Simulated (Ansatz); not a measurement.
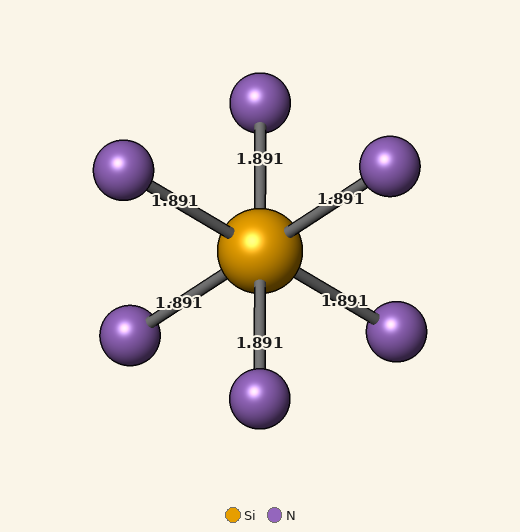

The surroundings of site Si2 (at 0.125, 0.875, 0.375) in Si3N4 (Fd-3m), with bond lengths in Å.

The cell is taken from the end point of a relaxation with Ansatz, DFT PBE, scalar-relativistic, plane waves, PAW; the starting structure was generated, so it need not be a known form of this composition.

```xyz
56
Lattice="7.7888 0.0000 0.0000 0.0000 7.7888 0.0000 0.0000 0.0000 7.7888" Properties=species:S:1:pos:R:3 pbc="T T T"
Si    1.9472    1.9472    1.9472
Si    3.8944    0.0000    3.8944
Si    0.9736    6.8152    2.9208
Si    2.9208    6.8152    0.9736
Si    2.9208    4.8680    2.9208
Si    0.9736    4.8680    0.9736
N     1.0316    6.7572    1.0316
N     2.9789    2.9789    2.9789
N     6.7572    1.0316    1.0316
N     0.9156    0.9156    2.9789
N     0.9156    2.9789    0.9156
N     4.9261    1.0316    2.8628
N     2.9789    0.9156    0.9156
N     2.8628    6.7572    2.8628
Si    1.9472    5.8416    5.8416
Si    3.8944    3.8944    0.0000
Si    0.9736    2.9208    6.8152
Si    2.9208    2.9208    4.8680
Si    2.9208    0.9736    6.8152
Si    0.9736    0.9736    4.8680
N     1.0316    2.8628    4.9261
N     2.9789    6.8733    6.8733
N     6.7572    4.9261    4.9261
N     0.9156    4.8100    6.8733
N     0.9156    6.8733    4.8100
N     4.9261    4.9261    6.7572
N     2.9789    4.8100    4.8100
N     2.8628    2.8628    6.7572
Si    5.8416    1.9472    5.8416
Si    0.0000    0.0000    0.0000
Si    4.8680    6.8152    6.8152
Si    6.8152    6.8152    4.8680
Si    6.8152    4.8680    6.8152
Si    4.8680    4.8680    4.8680
N     4.9261    6.7572    4.9261
N     6.8733    2.9789    6.8733
N     2.8628    1.0316    4.9261
N     4.8100    0.9156    6.8733
N     4.8100    2.9789    4.8100
N     1.0316    1.0316    6.7572
N     6.8733    0.9156    4.8100
N     6.7572    6.7572    6.7572
Si    5.8416    5.8416    1.9472
Si    0.0000    3.8944    3.8944
Si    4.8680    2.9208    2.9208
Si    6.8152    2.9208    0.9736
Si    6.8152    0.9736    2.9208
Si    4.8680    0.9736    0.9736
N     4.9261    2.8628    1.0316
N     6.8733    6.8733    2.9789
N     2.8628    4.9261    1.0316
N     4.8100    4.8100    2.9789
N     4.8100    6.8733    0.9156
N     1.0316    4.9261    2.8628
N     6.8733    4.8100    0.9156
N     6.7572    2.8628    2.8628
```

Bond valence s = exp((R0 − d)/b), R0 fitted to published crystal structures with b = 0.37 Å; R0 in Å: Si4+–N 1.740.

> Calculate the bond-valence sum of Si2 from the bonds drawn.

6 × 0.665 = 3.99 v.u., against a formal valence of 4: a close match.

> And over the whole structure?

```tsv
site	x, y, z	formal valence	bond-valence sum	difference
Si1	0.250, 0.250, 0.250	+4	3.75	-0.25
Si2	0.125, 0.875, 0.375	+4	4.11	0.11
N1	0.132, 0.868, 0.132	−3	2.99	-0.01
```

These sums include all anions within 5 Å. The global instability index (root mean square of the differences over all atoms) is 0.11 v.u.: moderate strain, common in real structures. Cells relaxed with PBE tend to have slightly long bonds, which lowers the sums.
